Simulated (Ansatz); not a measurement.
# Nickel, fcc under PBE: ground state and equation of state, part 2 of 2

What does PBE give for nickel in the fcc structure? We relax it, solve it on a dense k-mesh, switch on spin-orbit coupling, then scale the cell to 7 volumes from 88 to 112 % of the relaxed one and try a fit of the equation of state. The start is antiferromagnetic (type I, layers along [001]). The k-meshes are 13×13×9 for the relaxation; 21×21×15 for the dense run; 13×13×9 for spin-orbit coupling; 21×21×15 for the volumes. It starts from a deposited cell (COD).

Ansatz 0.2.0; DFT, PBE, plane waves (420 eV) with PAW, scalar-relativistic. The steps go on from the part before.

## Step 9: Equation of state: 104 %

The input, input.yaml:

```yaml
crystal:
  lattice:
    - [2.5161990325, 0.0, 0.0]
    - [0.0, 2.5161990325, 0.0]
    - [0.0, 0.0, 3.5587298014]
  atoms:
    - { symbol: Ni, position: [0.0, 0.0, 0.0], spin: -0.673 }
    - { symbol: Ni, position: [0.5, 0.5, 0.5], spin: -0.673 }
hamiltonian:
  xc: pbe
  pseudopotentials:
    kind: paw
    azcp:
      Ni: "pseudopotentials/Ni.paw.azcp"
basis:
  ecutwfc: 420
  fft_grid_basis: typed
kpoints:
  mp_grid: { grid: [21, 21, 15], shift: [0, 0, 0] }
magnetization:
  spin_polarized: true
scf:
  occupations: { method: fermi_dirac, width: 0.05 }
output:
  stress: true
```

The log of the run (excerpt; [...] marks lines left out):

```text
[...]
Pseudopotentials: kind: paw
Pseudopotential: Ni, paw, valence charge 18, recommended cutoff 420 eV (normal), <dir>
Functional definition: PBE
[...]
Crystal: 2 atoms, lattice volume = 22.531 Å³
Basis set: ecut = 420 eV, 451 PW (Γ)
Bands: 23, of which v1, the nominal top of the filled ones, is band 18 counted from 1 (17 counted from 0)
Symmetry: 32 space group operations
Space group: I4/mmm (ITA 139), of the structure as read, at distance tolerance 2.8e-5 Å
Magnetic group: BNS 139.531 (UNI 1191), of the structure as read, at distance tolerance 2.8e-5 Å
k-points: 528 of 6615
[...]
Starting moments: Σ|m| = 1.346 μB on 2 of 2 sites
[...]
SCF iter   1: F=—  HF=-11677.926145 eV  |F-HF|=—  |Δ(HF+E_count)|=         —  Δρ=8.32e-2 (↑8.32e-2 ↓1.32e-2)  dr2=8.32e-1  dr2_m=4.20e-1  M=-1.662 μB ∫|m|=1.769 μB  β_m=0.30  ethr=2.31e-3  ⟨swp⟩=1.0  Hψ=121945  notcnv=0
[...]
SCF iter  11: F=-11679.440629 eV  HF=-11679.440629 eV  |F-HF|=2.51e-10  |Δ(HF+E_count)|=   5.11e-9  Δρ=1.40e-6 (↑1.40e-6 ↓3.26e-7)  dr2=4.05e-10  dr2_m=8.04e-11  M=-1.299 μB ∫|m|=1.491 μB  ethr=6.56e-11  ⟨swp⟩=2.5  Hψ=80036  notcnv=0
[...]
SCF converged after 11 iterations
Magnetization: -1.2986 μB (17.3507 up, 18.6493 down)
Absolute magnetization: 1.4927 μB (∫|ρ↑−ρ↓|, with the PAW one-centre terms)
Spin contamination: 0.0157 ħ² per cell (⟨S²⟩ above its minimum at these occupations)
Per-site moments (μB) at R_I (Å): [(-0.6900373155901524, 1.03793210090625), (-0.6900373155901517, 1.03793210090625)]
Free energy (F): -11679.440629 eV
[...]
E sigma→0 (E₀):  -11679.425970 eV
Entropy (-TS):   -0.029319 eV (-14.660 meV/atom)
Fermi energy:    17.409282 eV
[...]
--- Stress (GPa, compression-positive) ---
       -6.136097       0.000000       0.000000
       -0.000000      -6.136097       0.000000
        0.000000       0.000000      -6.111827
  P = ⅓ Tr σ = -6.1280 GPa (-61.280 kbar)
```

Run time: 63 s. Hardware: 1 thread of an x86-64 CPU, shared host; peak memory 0.8 GiB.

## Step 10: Equation of state: 108 %

input.yaml, as its differences from that of step 9:

```diff
@@ -2,5 +2,5 @@
   lattice:
-    - [2.5161990325, 0.0, 0.0]
-    - [0.0, 2.5161990325, 0.0]
-    - [0.0, 0.0, 3.5587298014]
+    - [2.5480530347, 0.0, 0.0]
+    - [0.0, 2.5480530347, 0.0]
+    - [0.0, 0.0, 3.6037817968]
   atoms:
```

The log of the run (excerpt; [...] marks lines left out):

```text
[...]
[... 3 set-up lines as earlier in the session ...]
[...]
Crystal: 2 atoms, lattice volume = 23.398 Å³
Basis set: ecut = 420 eV, 481 PW (Γ)
Bands: 23, of which v1, the nominal top of the filled ones, is band 18 counted from 1 (17 counted from 0)
[... 1 set-up line as earlier in the session ...]
Space group: I4/mmm (ITA 139), of the structure as read, at distance tolerance 2.9e-5 Å
Magnetic group: BNS 139.531 (UNI 1191), of the structure as read, at distance tolerance 2.9e-5 Å
k-points: 528 of 6615
[...]
Starting moments: Σ|m| = 1.346 μB on 2 of 2 sites
[...]
SCF iter   1: F=—  HF=-11677.892894 eV  |F-HF|=—  |Δ(HF+E_count)|=         —  Δρ=7.84e-2 (↑7.84e-2 ↓1.74e-2)  dr2=6.43e-1  dr2_m=4.52e-1  M=-1.685 μB ∫|m|=1.797 μB  β_m=0.30  ethr=1.79e-3  ⟨swp⟩=1.0  Hψ=122301  notcnv=0
[...]
SCF iter  10: F=-11679.391382 eV  HF=-11679.391382 eV  |F-HF|=1.56e-9  |Δ(HF+E_count)|=   4.06e-9  Δρ=2.78e-6 (↑2.78e-6 ↓9.83e-7)  dr2=2.02e-9  dr2_m=1.91e-10  M=-1.325 μB ∫|m|=1.529 μB  ethr=4.69e-11  ⟨swp⟩=2.3  Hψ=81171  notcnv=0
[...]
SCF converged after 10 iterations
Magnetization: -1.3255 μB (17.3373 up, 18.6627 down)
Absolute magnetization: 1.5304 μB (∫|ρ↑−ρ↓|, with the PAW one-centre terms)
Spin contamination: 0.0175 ħ² per cell (⟨S²⟩ above its minimum at these occupations)
Per-site moments (μB) at R_I (Å): [(-0.7053376828734589, 1.0510718768137501), (-0.7053376828734592, 1.0510718768137501)]
Free energy (F): -11679.391382 eV
[...]
E sigma→0 (E₀):  -11679.376227 eV
Entropy (-TS):   -0.030311 eV (-15.156 meV/atom)
Fermi energy:    16.595208 eV
[...]
--- Stress (GPa, compression-positive) ---
      -11.852009       0.000000       0.000000
        0.000000     -11.852009       0.000000
        0.000000       0.000000     -11.864209
  P = ⅓ Tr σ = -11.8561 GPa (-118.561 kbar)
```

Wall time 55 s (1 thread of an x86-64 CPU, shared host); peak memory 0.81 GiB.

## Step 11: Equation of state: 112 %

input.yaml, as its differences from that of step 10:

```diff
@@ -2,5 +2,5 @@
   lattice:
-    - [2.5480530347, 0.0, 0.0]
-    - [0.0, 2.5480530347, 0.0]
-    - [0.0, 0.0, 3.6037817968]
+    - [2.579129915, 0.0, 0.0]
+    - [0.0, 2.579129915, 0.0]
+    - [0.0, 0.0, 3.647734687]
   atoms:
```

The log of the run (excerpt; [...] marks lines left out):

```text
[...]
[... 3 set-up lines as earlier in the session ...]
[...]
Crystal: 2 atoms, lattice volume = 24.264 Å³
Basis set: ecut = 420 eV, 489 PW (Γ)
Bands: 23, of which v1, the nominal top of the filled ones, is band 18 counted from 1 (17 counted from 0)
[... 2 set-up lines as earlier in the session ...]
Magnetic group: BNS 139.531 (UNI 1191), of the structure as read, at distance tolerance 2.9e-5 Å
k-points: 528 of 6615
[...]
Starting moments: Σ|m| = 1.346 μB on 2 of 2 sites
[...]
SCF iter   1: F=—  HF=-11677.818266 eV  |F-HF|=—  |Δ(HF+E_count)|=         —  Δρ=7.39e-2 (↑7.39e-2 ↓2.24e-2)  dr2=4.81e-1  dr2_m=4.84e-1  M=-1.709 μB ∫|m|=1.824 μB  β_m=0.30  ethr=1.34e-3  ⟨swp⟩=1.0  Hψ=122194  notcnv=0
[...]
SCF iter   9: F=-11679.314542 eV  HF=-11679.314542 eV  |F-HF|=2.16e-9  |Δ(HF+E_count)|=   5.09e-9  Δρ=2.97e-6 (↑2.97e-6 ↓1.32e-6)  dr2=2.70e-9  dr2_m=1.69e-10  M=-1.348 μB ∫|m|=1.562 μB  ethr=2.74e-11  ⟨swp⟩=2.4  Hψ=92243  notcnv=0
[...]
SCF converged after 9 iterations
Magnetization: -1.3481 μB (17.3260 up, 18.6740 down)
Absolute magnetization: 1.5634 μB (∫|ρ↑−ρ↓|, with the PAW one-centre terms)
Spin contamination: 0.0193 ħ² per cell (⟨S²⟩ above its minimum at these occupations)
Per-site moments (μB) at R_I (Å): [(-0.7184304076057344, 1.0638910899375), (-0.718430407605734, 1.0638910899375)]
Free energy (F): -11679.314542 eV
[...]
E sigma→0 (E₀):  -11679.298876 eV
Entropy (-TS):   -0.031332 eV (-15.666 meV/atom)
Fermi energy:    15.840044 eV
[...]
--- Stress (GPa, compression-positive) ---
      -16.364324      -0.000000      -0.000000
       -0.000000     -16.364324      -0.000000
       -0.000000      -0.000000     -16.389773
  P = ⅓ Tr σ = -16.3728 GPa (-163.728 kbar)
```

Run time: 56 s. Hardware: 1 thread of an x86-64 CPU, shared host; peak memory 0.82 GiB.

## Step 12: The equation of state

The cell was scaled evenly, with its shape and the fractional positions fixed.

```
V (Å³/atom)  E − E₀ (meV/atom)  P from the stress (GPa)  P from the fit (GPa)  largest moment (μB)
      9.532              135.3                    36.60                 36.47                 0.62
      9.966               57.3                    21.89                 21.75                 0.64
     10.399               14.8                    10.28                 10.16                 0.65
     10.832                0.2                     1.12                  1.01                 0.67
     11.266                7.6                    -6.13                 -6.23                 0.69
     11.699               32.5                   -11.86                -11.95                 0.71
     12.132               71.2                   -16.37                -16.47                 0.72
```

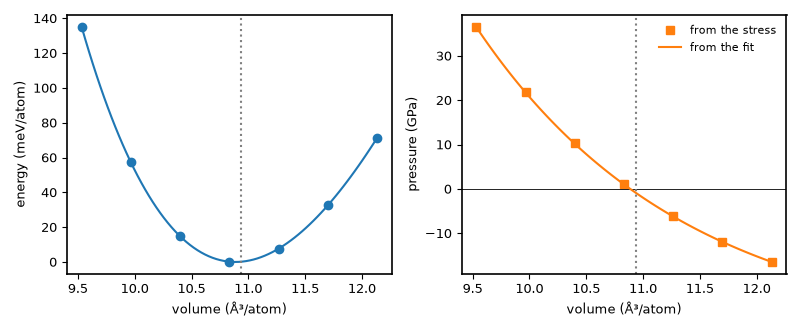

Energy and pressure against volume; the lines are the Birch-Murnaghan fit; the dotted line marks the deposited volume.

A third-order Birch-Murnaghan fit gives V₀ = 10.887 Å³/atom, B₀ = 198 GPa and B₀′ = 4.9; it misses no point by more than 0.01 meV/atom.

Fit and stress differ a little: one follows E(σ → 0), the other the smeared free energy.

## Step 13: Results

What follows sums up all 2 parts.

| quantity | value |
| --- | --- |
| space group (spins left aside) | Fm-3m (No. 225) |
| conventional cell | a = 3.512 Å |
| volume | 10.832 Å³/atom |
| shortest distance | 2.484 Å |
| gap on the mesh | none (levels filled in part) |
| magnetic state | ferromagnetic, up to 0.67 μB per atom |
| magnetic state with spin-orbit coupling | ferromagnetic, up to 0.64 μB per atom |
| V₀, B₀, B₀′ | 10.887 Å³/atom, 198 GPa, 4.9 |

What this shows: The cell was relaxed in another magnetic state than the dense run ends in, so its volume isn't set against the deposited one; the fit puts V₀ -0.5 % from it. It ends ferromagnetic, with up to 0.67 μB per atom. That is not the order it started in. Levels at the Fermi energy are filled in part, as in a metal. In the spin-orbit run the largest spin moment goes from 0.67 to 0.64 μB; mesh and site projection of the two kinds of run can differ, so the change can't be laid on spin-orbit coupling. Totals with and without spin-orbit coupling (-0.31 eV/atom apart) can't be read as binding, since the two-component data shift the zero of energy. The fitted modulus is 198 GPa.
